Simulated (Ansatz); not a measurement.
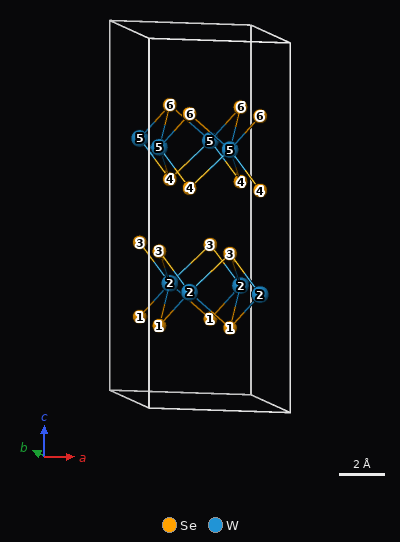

*The structure as given in the input (ball-and-stick view of the 2 × 2 repeat of the cell, with the vacuum cut short, seen slightly off an axis; atoms are numbered from 1 in the order of the input).*

**Geometry relaxation, with input and output: WSe2 (part 1 of 2)**

System: WSe2 (slab, 6 atoms in the cell).
Method: DFT LDA, scalar-relativistic, plane waves, PAW, no spin polarisation (Ansatz 0.2.0).

The structure derives from an entry of the Crystallography Open Database. Figures and captions count atoms from 1; the log counts them from 0 in places.

What the program printed:
```
Engine: ansatz 0.2.0, x86_64-unknown-linux-gnu
Pseudopotentials: kind: paw
Pseudopotential: Se, paw, valence charge 16, recommended cutoff 420 eV (normal), Se.paw.azcp
Pseudopotential: W, paw, valence charge 14, recommended cutoff 420 eV (normal), W.paw.azcp
Functional definition: SPW92
  exchange = slater_x
  correlation = pw_c
Crystal: 6 atoms, lattice volume = 424.757 Å³
Basis set: ecut = 420 eV, 8493 PW (Γ)
Bands: 56, of which v1, the nominal top of the filled ones, is band 46 counted from 1 (45 counted from 0)
Symmetry: 12 space group operations
Space group: P-3m1 (ITA 164), of the structure as read, at distance tolerance 7.5e-5 Å
k-points: 12 of 81
Non-local potential: Se, projectors of the file, l = 0: 2, l = 1: 2, l = 2: 3, l = 3: 1
Non-local potential: W, projectors of the file, l = 0: 3, l = 1: 2, l = 2: 2, l = 3: 1
PAW form: soft (Blöchl's): semilocal exchange-correlation on the pseudo side does not see the compensation charge
PAW frozen core: Se, regenerated for the run's functional, and the local potential with it (the file was generated under x = pbe(κ = 0.804, μ = 0.2195149727645171), c = pbe(β = 0.06672455060314922))
PAW frozen core: W, regenerated for the run's functional, and the local potential with it (the file was generated under x = pbe(κ = 0.804, μ = 0.2195149727645171), c = pbe(β = 0.06672455060314922))
PAW one-centre angular grid: Se, 590 points (default); XC on 64 Gauss nodes
PAW one-centre angular grid: W, 590 points (default); XC on 64 Gauss nodes
Initial density: superposition of atomic densities (neutral atoms: chi_scale 0, normalization atom), corrected by the library's trained network
Initial wavefunctions: pseudopotential atomic-orbital guess
Functional: x = slater, c = lda
SCF iter   1: F=—  HF=-41796.202181 eV  |F-HF|=—  |Δ(HF+E_count)|=         —  Δρ=3.57e-3  dr2=7.63e-2  ethr=1.77e-3  ⟨swp⟩=13.8  Hψ=3814  notcnv=0  defer=4
preconditioner: auto → Resta (q_TF=auto, 2.114 Å⁻¹)  ε∞=2.5  [insulator: Δε(μ)=1.306 eV  Ē_g=8.815 eV  σ=0.020 eV  W_gap=1.00  n_scr=30 (ndim 8)  ℏωp=10.8 eV  f_vac=0.708  D(μ)=0.00/eV (n_scr^D=0)  ε∞_Penn≈2.5  vacuum switching on, ρ_ref=5.6e-3 e/Å³]
SCF iter   2: F=—  HF=-41796.206507 eV  |F-HF|=—  |Δ(HF+E_count)|=   4.33e-3  Δρ=2.56e-3  dr2=1.15e-1  ethr=8.30e-5  ⟨swp⟩=4.2  Hψ=1816  notcnv=0  defer=31
SCF iter   3: F=—  HF=-41796.197032 eV  |F-HF|=—  |Δ(HF+E_count)|=   9.48e-3  Δρ=1.40e-3  dr2=1.36e-2  ethr=8.30e-5  ⟨swp⟩=3.7  Hψ=1054  notcnv=0  defer=31
SCF iter   4: F=—  HF=-41796.197857 eV  |F-HF|=—  |Δ(HF+E_count)|=   8.25e-4  Δρ=8.28e-4  dr2=1.06e-2  ethr=1.47e-5  ⟨swp⟩=3.1  Hψ=1152  notcnv=0  defer=31
SCF iter   5: F=—  HF=-41796.196774 eV  |F-HF|=—  |Δ(HF+E_count)|=   1.08e-3  Δρ=1.48e-4  dr2=9.81e-5  ethr=1.15e-5  ⟨swp⟩=2.9  Hψ=997  notcnv=0  defer=31
SCF iter   6: F=—  HF=-41796.196655 eV  |F-HF|=—  |Δ(HF+E_count)|=   1.19e-4  Δρ=4.84e-5  dr2=2.33e-5  ethr=1.07e-7  ⟨swp⟩=4.2  Hψ=1330  notcnv=0  defer=31
SCF iter   7: F=—  HF=-41796.196655 eV  |F-HF|=—  |Δ(HF+E_count)|=   3.95e-7  Δρ=1.42e-5  dr2=1.22e-6  ethr=2.53e-8  ⟨swp⟩=2.8  Hψ=909  notcnv=0  defer=31
SCF iter   8: F=—  HF=-41796.196655 eV  |F-HF|=—  |Δ(HF+E_count)|=   1.78e-7  Δρ=3.82e-6  dr2=1.54e-7  ethr=1.33e-9  ⟨swp⟩=3.2  Hψ=1406  notcnv=0  defer=31
SCF iter   9: F=-41796.196655 eV  HF=-41796.196655 eV  |F-HF|=8.48e-9  |Δ(HF+E_count)|=   2.46e-8  Δρ=1.15e-6  dr2=5.83e-9  ethr=1.09e-10  ⟨swp⟩=27.7  Hψ=6885  notcnv=0
SCF 1 converged in 9 iterations: F = -41796.196655 eV  dr2 = 5.83e-9
  greatest PAW one-centre occupation: 1.000 electrons in one spin orbital (limit 2), on the W atom at site 4 (counted from 0), in its partial waves of l = 0
relax step   1: F+E_penalty+E_count = -41796.19665488 eV  Δ(F+E_penalty+E_count) = +0.000e0 eV  max|allowed force component| = 5.840e-1 eV/Å  Δτ_max = 0.0000 Å  P = -5.449 N/m  Ω = 424.757 Å³  fix = [c, alpha, beta]  reactions: c +0.000 N/m  (9 SCF iters, dr2 threshold 1.00e-7 eV, accepted)
Crystal: 6 atoms, lattice volume = 411.322 Å³
Basis set: ecut = 420 eV, 8181 PW (Γ)
Initial density: handed on by an earlier stage of this run
Initial wavefunctions: those handed on with the density
iter 1 solved again at ethr=1.30e-4 eV; its pass at ethr=3.10e-3 eV (dr2=1.20e-1 eV) is discarded
SCF iter   1: F=—  HF=-41796.220975 eV  |F-HF|=—  |Δ(HF+E_count)|=         —  Δρ=3.08e-3  dr2=1.21e-1  ethr=1.30e-4  ⟨swp⟩=3.6  Hψ=3791  notcnv=0
preconditioner: auto → Resta (q_TF=auto, 2.126 Å⁻¹)  ε∞=2.4  [insulator: Δε(μ)=1.471 eV  Ē_g=9.183 eV  σ=0.020 eV  W_gap=1.00  n_scr=30 (ndim 8)  ℏωp=11.0 eV  f_vac=0.709  D(μ)=0.00/eV (n_scr^D=0)  ε∞_Penn≈2.4  vacuum switching on, ρ_ref=6.1e-3 e/Å³]
SCF iter   2: F=—  HF=-41796.212130 eV  |F-HF|=—  |Δ(HF+E_count)|=   8.84e-3  Δρ=2.45e-3  dr2=7.32e-2  ethr=1.30e-4  ⟨swp⟩=4.2  Hψ=1332  notcnv=0
SCF iter   3: F=—  HF=-41796.201306 eV  |F-HF|=—  |Δ(HF+E_count)|=   1.08e-2  Δρ=7.69e-4  dr2=2.56e-3  ethr=7.95e-5  ⟨swp⟩=3.4  Hψ=1260  notcnv=0  defer=6
SCF iter   4: F=—  HF=-41796.200702 eV  |F-HF|=—  |Δ(HF+E_count)|=   6.05e-4  Δρ=2.53e-4  dr2=2.37e-3  ethr=2.78e-6  ⟨swp⟩=4.1  Hψ=1534  notcnv=0  defer=10
SCF iter   5: F=—  HF=-41796.200506 eV  |F-HF|=—  |Δ(HF+E_count)|=   1.96e-4  Δρ=1.14e-4  dr2=1.81e-4  ethr=2.57e-6  ⟨swp⟩=2.3  Hψ=865  notcnv=0  defer=10
SCF iter   6: F=—  HF=-41796.200417 eV  |F-HF|=—  |Δ(HF+E_count)|=   8.88e-5  Δρ=5.11e-5  dr2=9.29e-6  ethr=1.96e-7  ⟨swp⟩=3.4  Hψ=1165  notcnv=0  defer=10
SCF iter   7: F=—  HF=-41796.200419 eV  |F-HF|=—  |Δ(HF+E_count)|=   1.51e-6  Δρ=1.39e-5  dr2=2.32e-6  ethr=1.01e-8  ⟨swp⟩=3.5  Hψ=1388  notcnv=0  defer=10
SCF iter   8: F=-41796.200418 eV  HF=-41796.200418 eV  |F-HF|=2.87e-7  |Δ(HF+E_count)|=   4.26e-7  Δρ=6.32e-6  dr2=3.50e-7  ethr=6.52e-10  ⟨swp⟩=22.6  Hψ=7617  notcnv=0
SCF 2 converged in 8 iterations: F = -41796.200418 eV  dr2 = 3.50e-7
  Residual-converged pass: ⟨swp⟩=1.0  Hψ=720  notcnv=0  max |occ|·‖R‖ = 7.1e-9 eV (tolerance 1.0e-8 eV)  dr2=3.50e-7  dr2_onsite=3.89e-8  max |Δocc| = 0.0e0
relax step   2: F+E_penalty+E_count = -41796.20041812 eV  Δ(F+E_penalty+E_count) = -3.763e-3 eV  max|allowed force component| = 7.047e-1 eV/Å  Δτ_max = 0.0536 Å  P = +4.808 N/m  Ω = 411.322 Å³  energy of the carried Pulay correction = +8.983e-4 eV  fix = [c, alpha, beta]  reactions: c +0.000 N/m  (8 SCF iters, dr2 threshold 6.00e-7 eV, accepted)
Crystal: 6 atoms, lattice volume = 414.259 Å³
Basis set: ecut = 420 eV, 8253 PW (Γ)
iter 1 solved again at ethr=5.16e-5 eV; its pass at ethr=3.10e-3 eV (dr2=4.75e-2 eV) is discarded
SCF iter   1: F=—  HF=-41796.256904 eV  |F-HF|=—  |Δ(HF+E_count)|=         —  Δρ=2.53e-3  dr2=4.32e-2  ethr=5.16e-5  ⟨swp⟩=4.5  Hψ=3346  notcnv=0
preconditioner: auto → Resta (q_TF=auto, 2.123 Å⁻¹)  ε∞=2.5  [insulator: Δε(μ)=1.347 eV  Ē_g=9.048 eV  σ=0.020 eV  W_gap=1.00  n_scr=30 (ndim 8)  ℏωp=10.9 eV  f_vac=0.710  D(μ)=0.00/eV (n_scr^D=0)  ε∞_Penn≈2.5  vacuum switching on, ρ_ref=5.9e-3 e/Å³]
SCF iter   2: F=—  HF=-41796.254485 eV  |F-HF|=—  |Δ(HF+E_count)|=   2.42e-3  Δρ=1.52e-3  dr2=4.27e-2  ethr=4.69e-5  ⟨swp⟩=4.5  Hψ=1317  notcnv=0
SCF iter   3: F=—  HF=-41796.250177 eV  |F-HF|=—  |Δ(HF+E_count)|=   4.31e-3  Δρ=9.42e-4  dr2=4.66e-3  ethr=4.64e-5  ⟨swp⟩=4.0  Hψ=1203  notcnv=0
SCF iter   4: F=—  HF=-41796.249704 eV  |F-HF|=—  |Δ(HF+E_count)|=   4.73e-4  Δρ=4.20e-4  dr2=3.33e-3  ethr=5.07e-6  ⟨swp⟩=3.4  Hψ=1263  notcnv=0
SCF iter   5: F=—  HF=-41796.249347 eV  |F-HF|=—  |Δ(HF+E_count)|=   3.57e-4  Δρ=1.12e-4  dr2=3.88e-5  ethr=3.62e-6  ⟨swp⟩=3.0  Hψ=1145  notcnv=0
SCF iter   6: F=—  HF=-41796.249254 eV  |F-HF|=—  |Δ(HF+E_count)|=   9.31e-5  Δρ=4.15e-5  dr2=1.35e-5  ethr=4.22e-8  ⟨swp⟩=4.1  Hψ=1462  notcnv=0
SCF iter   7: F=-41796.249252 eV  HF=-41796.249252 eV  |F-HF|=1.70e-8  |Δ(HF+E_count)|=   1.40e-6  Δρ=7.78e-6  dr2=2.03e-7  ethr=6.52e-10  ⟨swp⟩=20.6  Hψ=8154  notcnv=0
SCF 3 converged in 7 iterations: F = -41796.249252 eV  dr2 = 2.03e-7
relax step   3: F+E_penalty+E_count = -41796.24925226 eV  Δ(F+E_penalty+E_count) = -4.883e-2 eV  max|allowed force component| = 9.930e-2 eV/Å  Δτ_max = 0.0690 Å  P = +0.376 N/m  Ω = 414.259 Å³  energy of the carried Pulay correction = +6.995e-4 eV  fix = [c, alpha, beta]  reactions: c +0.000 N/m  (7 SCF iters, dr2 threshold 6.00e-7 eV, accepted)
Crystal: 6 atoms, lattice volume = 415.826 Å³
iter 1 solved again at ethr=3.54e-7 eV; its pass at ethr=3.10e-3 eV (dr2=3.26e-4 eV) is discarded
SCF iter   1: F=—  HF=-41796.251248 eV  |F-HF|=—  |Δ(HF+E_count)|=         —  Δρ=2.72e-4  dr2=3.40e-4  ethr=3.54e-7  ⟨swp⟩=4.5  Hψ=3725  notcnv=0
preconditioner: auto → Resta (q_TF=auto, 2.122 Å⁻¹)  ε∞=2.5  [insulator: Δε(μ)=1.355 eV  Ē_g=9.030 eV  σ=0.020 eV  W_gap=1.00  n_scr=30 (ndim 8)  ℏωp=10.9 eV  f_vac=0.710  D(μ)=0.00/eV (n_scr^D=0)  ε∞_Penn≈2.5  vacuum switching on, ρ_ref=5.9e-3 e/Å³]
SCF iter   2: F=—  HF=-41796.251187 eV  |F-HF|=—  |Δ(HF+E_count)|=   6.09e-5  Δρ=1.38e-4  dr2=2.17e-4  ethr=3.54e-7  ⟨swp⟩=3.0  Hψ=987  notcnv=0
SCF iter   3: F=—  HF=-41796.251186 eV  |F-HF|=—  |Δ(HF+E_count)|=   8.28e-7  Δρ=1.04e-4  dr2=2.78e-4  ethr=2.36e-7  ⟨swp⟩=3.0  Hψ=1005  notcnv=0
SCF iter   4: F=—  HF=-41796.251161 eV  |F-HF|=—  |Δ(HF+E_count)|=   2.47e-5  Δρ=2.70e-5  dr2=3.37e-6  ethr=2.36e-7  ⟨swp⟩=2.9  Hψ=885  notcnv=0
SCF iter   5: F=—  HF=-41796.251161 eV  |F-HF|=—  |Δ(HF+E_count)|=   3.30e-7  Δρ=1.50e-5  dr2=2.36e-6  ethr=3.67e-9  ⟨swp⟩=4.2  Hψ=1394  notcnv=0
SCF iter   6: F=-41796.251161 eV  HF=-41796.251161 eV  |F-HF|=4.09e-9  |Δ(HF+E_count)|=   2.29e-7  Δρ=3.56e-6  dr2=5.17e-8  ethr=6.52e-10  ⟨swp⟩=18.5  Hψ=7231  notcnv=0
SCF 4 converged in 6 iterations: F = -41796.251161 eV  dr2 = 5.17e-8
relax step   4: F+E_penalty+E_count = -41796.25116067 eV  Δ(F+E_penalty+E_count) = -1.908e-3 eV  max|allowed force component| = 2.819e-2 eV/Å  Δτ_max = 0.0091 Å  P = +0.067 N/m  Ω = 415.826 Å³  energy of the carried Pulay correction = +5.940e-4 eV  fix = [c, alpha, beta]  reactions: c +0.000 N/m  (6 SCF iters, dr2 threshold 6.00e-7 eV, accepted)
Crystal: 6 atoms, lattice volume = 415.948 Å³
iter 1 solved again at ethr=3.38e-5 eV; its pass at ethr=3.10e-3 eV (dr2=3.11e-2 eV) is discarded
SCF iter   1: F=—  HF=-41796.255799 eV  |F-HF|=—  |Δ(HF+E_count)|=         —  Δρ=2.63e-3  dr2=3.01e-2  ethr=3.38e-5  ⟨swp⟩=4.2  Hψ=3399  notcnv=0
preconditioner: auto → Resta (q_TF=auto, 2.122 Å⁻¹)  ε∞=2.5  [insulator: Δε(μ)=1.427 eV  Ē_g=9.018 eV  σ=0.020 eV  W_gap=1.00  n_scr=30 (ndim 8)  ℏωp=10.9 eV  f_vac=0.707  D(μ)=0.00/eV (n_scr^D=0)  ε∞_Penn≈2.5  vacuum switching on, ρ_ref=5.9e-3 e/Å³]
SCF iter   2: F=—  HF=-41796.255174 eV  |F-HF|=—  |Δ(HF+E_count)|=   6.25e-4  Δρ=1.30e-3  dr2=4.50e-2  ethr=3.27e-5  ⟨swp⟩=4.7  Hψ=1270  notcnv=0
SCF iter   3: F=—  HF=-41796.251713 eV  |F-HF|=—  |Δ(HF+E_count)|=   3.46e-3  Δρ=1.14e-3  dr2=7.36e-3  ethr=3.27e-5  ⟨swp⟩=4.7  Hψ=1274  notcnv=0
SCF iter   4: F=—  HF=-41796.250845 eV  |F-HF|=—  |Δ(HF+E_count)|=   8.68e-4  Δρ=3.20e-4  dr2=3.24e-4  ethr=8.00e-6  ⟨swp⟩=2.6  Hψ=1020  notcnv=0
SCF iter   5: F=—  HF=-41796.250781 eV  |F-HF|=—  |Δ(HF+E_count)|=   6.49e-5  Δρ=1.17e-4  dr2=1.56e-4  ethr=3.52e-7  ⟨swp⟩=3.6  Hψ=1225  notcnv=0
SCF iter   6: F=—  HF=-41796.250769 eV  |F-HF|=—  |Δ(HF+E_count)|=   1.13e-5  Δρ=2.91e-5  dr2=1.69e-5  ethr=1.70e-7  ⟨swp⟩=2.8  Hψ=930  notcnv=0
SCF iter   7: F=—  HF=-41796.250684 eV  |F-HF|=—  |Δ(HF+E_count)|=   8.56e-5  Δρ=1.22e-5  dr2=1.56e-6  ethr=1.84e-8  ⟨swp⟩=3.1  Hψ=1040  notcnv=0
SCF iter   8: F=—  HF=-41796.250684 eV  |F-HF|=—  |Δ(HF+E_count)|=   1.28e-7  Δρ=4.70e-6  dr2=4.11e-7  ethr=1.70e-9  ⟨swp⟩=3.8  Hψ=1472  notcnv=0
SCF iter   9: F=-41796.250684 eV  HF=-41796.250684 eV  |F-HF|=3.19e-8  |Δ(HF+E_count)|=   2.24e-8  Δρ=1.76e-6  dr2=4.25e-8  ethr=5.40e-11  ⟨swp⟩=17.8  Hψ=7053  notcnv=0
SCF 5 converged in 9 iterations: F = -41796.250684 eV  dr2 = 4.25e-8
relax step   5: F+E_penalty+E_count = -41796.25068372 eV  Δ(F+E_penalty+E_count) = +4.770e-4 eV  max|allowed force component| = 3.797e-2 eV/Å  Δτ_max = 0.0534 Å  P = -0.137 N/m  Ω = 415.948 Å³  energy of the carried Pulay correction = +5.858e-4 eV  fix = [c, alpha, beta]  (9 SCF iters, dr2 threshold 4.97e-8 eV, rejected (line search))
Crystal: 6 atoms, lattice volume = 416.096 Å³
iter 1 solved again at ethr=1.54e-5 eV; its pass at ethr=3.10e-3 eV (dr2=1.41e-2 eV) is discarded
SCF iter   1: F=—  HF=-41796.254098 eV  |F-HF|=—  |Δ(HF+E_count)|=         —  Δρ=1.83e-3  dr2=1.44e-2  ethr=1.54e-5  ⟨swp⟩=4.4  Hψ=3366  notcnv=0
preconditioner: auto → Resta (q_TF=auto, 2.122 Å⁻¹)  ε∞=2.5  [insulator: Δε(μ)=1.385 eV  Ē_g=9.030 eV  σ=0.020 eV  W_gap=1.00  n_scr=30 (ndim 8)  ℏωp=10.9 eV  f_vac=0.709  D(μ)=0.00/eV (n_scr^D=0)  ε∞_Penn≈2.5  vacuum switching on, ρ_ref=5.9e-3 e/Å³]
SCF iter   2: F=—  HF=-41796.253806 eV  |F-HF|=—  |Δ(HF+E_count)|=   2.93e-4  Δρ=9.01e-4  dr2=2.15e-2  ethr=1.54e-5  ⟨swp⟩=4.1  Hψ=1209  notcnv=0
SCF iter   3: F=—  HF=-41796.252179 eV  |F-HF|=—  |Δ(HF+E_count)|=   1.63e-3  Δρ=7.94e-4  dr2=3.58e-3  ethr=1.54e-5  ⟨swp⟩=4.0  Hψ=1215  notcnv=0
SCF iter   4: F=—  HF=-41796.251743 eV  |F-HF|=—  |Δ(HF+E_count)|=   4.36e-4  Δρ=2.25e-4  dr2=1.70e-4  ethr=3.89e-6  ⟨swp⟩=2.2  Hψ=957  notcnv=0
SCF iter   5: F=—  HF=-41796.251718 eV  |F-HF|=—  |Δ(HF+E_count)|=   2.51e-5  Δρ=8.03e-5  dr2=7.33e-5  ethr=1.85e-7  ⟨swp⟩=3.1  Hψ=1161  notcnv=0
SCF iter   6: F=—  HF=-41796.251704 eV  |F-HF|=—  |Δ(HF+E_count)|=   1.39e-5  Δρ=1.93e-5  dr2=6.67e-6  ethr=7.97e-8  ⟨swp⟩=3.0  Hψ=987  notcnv=0
SCF iter   7: F=—  HF=-41796.251623 eV  |F-HF|=—  |Δ(HF+E_count)|=   8.12e-5  Δρ=8.46e-6  dr2=7.64e-7  ethr=7.25e-9  ⟨swp⟩=3.2  Hψ=1089  notcnv=0
SCF iter   8: F=—  HF=-41796.251623 eV  |F-HF|=—  |Δ(HF+E_count)|=   7.93e-8  Δρ=3.21e-6  dr2=1.90e-7  ethr=8.30e-10  ⟨swp⟩=3.8  Hψ=1513  notcnv=0
SCF iter   9: F=—  HF=-41796.251623 eV  |F-HF|=—  |Δ(HF+E_count)|=   5.97e-9  Δρ=1.20e-6  dr2=1.64e-8  ethr=2.06e-10  ⟨swp⟩=3.0  Hψ=1000  notcnv=0
SCF iter  10: F=—  HF=-41796.251623 eV  |F-HF|=—  |Δ(HF+E_count)|=  9.97e-10  Δρ=2.09e-7  dr2=3.49e-10  ethr=1.78e-11  ⟨swp⟩=3.6  Hψ=1203  notcnv=0
SCF iter  11: F=—  HF=-41796.251623 eV  |F-HF|=—  |Δ(HF+E_count)|=  4.37e-11  Δρ=7.50e-8  dr2=3.91e-11  ethr=1.00e-12  ⟨swp⟩=3.6  Hψ=1356  notcnv=0
SCF iter  12: F=—  HF=-41796.251623 eV  |F-HF|=—  |Δ(HF+E_count)|=  2.69e-10  Δρ=2.65e-8  dr2=6.33e-12  ethr=1.00e-12  ⟨swp⟩=1.6  Hψ=738  notcnv=0
SCF iter  13: F=-41796.251623 eV  HF=-41796.251623 eV  |F-HF|=1.46e-11  |Δ(HF+E_count)|=  7.28e-12  Δρ=1.18e-8  dr2=1.39e-12  ethr=1.00e-12  ⟨swp⟩=12.8  Hψ=4564  notcnv=0
SCF 6 converged in 13 iterations: F = -41796.251623 eV  dr2 = 1.39e-12
relax step   6: F+E_penalty+E_count = -41796.25162262 eV  Δ(F+E_penalty+E_count) = -4.620e-4 eV  max|allowed force component| = 1.801e-3 eV/Å  Δτ_max = 0.0172 Å  P = +0.006 N/m  Ω = 416.096 Å³  energy of the carried Pulay correction = +5.759e-4 eV  fix = [c, alpha, beta]  reactions: c +0.000 N/m  (13 SCF iters, accepted)
Initial wavefunctions: pseudopotential atomic-orbital guess (no wavefunctions were taken with the density)
iter 1 solved again at ethr=7.03e-7 eV; its pass at ethr=3.10e-3 eV (dr2=6.47e-4 eV) is discarded
SCF iter   1: F=—  HF=-41796.251093 eV  |F-HF|=—  |Δ(HF+E_count)|=         —  Δρ=1.53e-5  dr2=1.39e-7  ethr=7.03e-7  ⟨swp⟩=7.2  Hψ=6807  notcnv=0
eigensolver tolerance schedule: the retry pair's looser diagonalisation over-reported the residual by 4662.34 of it (diagonalisation noise at an unbounded share of the residual, at the tolerance the schedule requests for it); recorded, not acted on — ethr = c·dr2/N_el stays at c = 1.0e-1
preconditioner: auto → Resta (q_TF=auto, 2.122 Å⁻¹)  ε∞=2.5  [insulator: Δε(μ)=1.379 eV  Ē_g=9.030 eV  σ=0.020 eV  W_gap=1.00  n_scr=30 (ndim 8)  ℏωp=10.9 eV  f_vac=0.709  D(μ)=0.00/eV (n_scr^D=0)  ε∞_Penn≈2.5  vacuum switching on, ρ_ref=5.9e-3 e/Å³]
SCF iter   2: F=—  HF=-41796.251015 eV  |F-HF|=—  |Δ(HF+E_count)|=   7.73e-5  Δρ=8.26e-6  dr2=7.46e-8  ethr=1.51e-10  ⟨swp⟩=6.0  Hψ=2361  notcnv=0
SCF iter   3: F=—  HF=-41796.251015 eV  |F-HF|=—  |Δ(HF+E_count)|=   1.34e-8  Δρ=3.96e-6  dr2=7.05e-8  ethr=8.10e-11  ⟨swp⟩=3.0  Hψ=1222  notcnv=0
SCF iter   4: F=—  HF=-41796.251015 eV  |F-HF|=—  |Δ(HF+E_count)|=   8.03e-9  Δρ=1.81e-6  dr2=6.45e-9  ethr=7.67e-11  ⟨swp⟩=2.8  Hψ=913  notcnv=0
SCF iter   5: F=—  HF=-41796.251015 eV  |F-HF|=—  |Δ(HF+E_count)|=  4.37e-11  Δρ=4.16e-7  dr2=2.28e-9  ethr=7.01e-12  ⟨swp⟩=3.2  Hψ=1056  notcnv=0
SCF iter   6: F=—  HF=-41796.251015 eV  |F-HF|=—  |Δ(HF+E_count)|=  3.64e-11  Δρ=1.98e-7  dr2=1.51e-10  ethr=2.47e-12  ⟨swp⟩=3.0  Hψ=970  notcnv=0
SCF iter   7: F=—  HF=-41796.251015 eV  |F-HF|=—  |Δ(HF+E_count)|=  3.49e-10  Δρ=5.75e-8  dr2=6.79e-12  ethr=1.00e-12  ⟨swp⟩=2.0  Hψ=847  notcnv=0
SCF iter   8: F=-41796.251015 eV  HF=-41796.251015 eV  |F-HF|=6.33e-10  |Δ(HF+E_count)|=  4.07e-10  Δρ=8.67e-9  dr2=2.53e-13  ethr=1.00e-12  ⟨swp⟩=13.1  Hψ=4472  notcnv=0
SCF 7 converged in 8 iterations: F = -41796.251015 eV  dr2 = 2.53e-13
relax step   7: F+E_penalty+E_count = -41796.25101529 eV  Δ(F+E_penalty+E_count) = +6.073e-4 eV  max|allowed force component| = 1.870e-3 eV/Å  Δτ_max = 0.0000 Å  P = +0.007 N/m  Ω = 416.096 Å³  fix = [c, alpha, beta]  reactions: c +0.000 N/m  stress off target by 7.04e-3 N/m on what of the cell is left free  SCF on the basis re-selected at this cell (its energy is not comparable with the rows above)  (8 SCF iters)
```

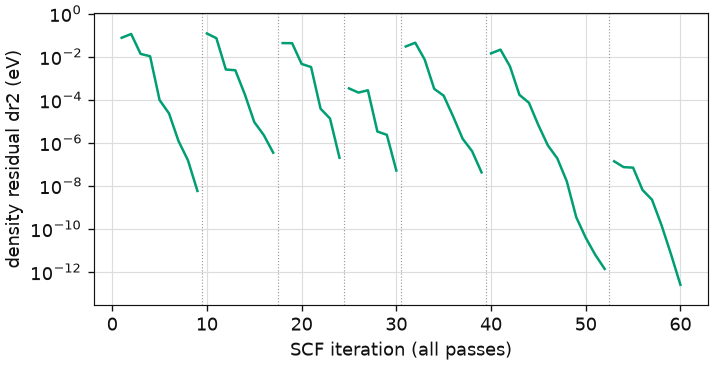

*Convergence of the self-consistent field: density residual dr2 against the SCF iteration. The dotted lines part the SCF passes of the relaxation: geometry steps, rejected trials and re-solves on a re-selected basis.*

The 7 passes take 6 to 13 iterations each, 60 in all.

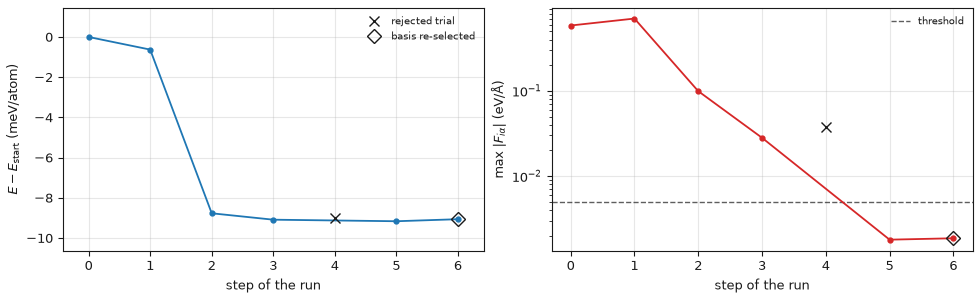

*Progress of the relaxation, step by step (the first geometry is step 0 here and step 1 in the log).*
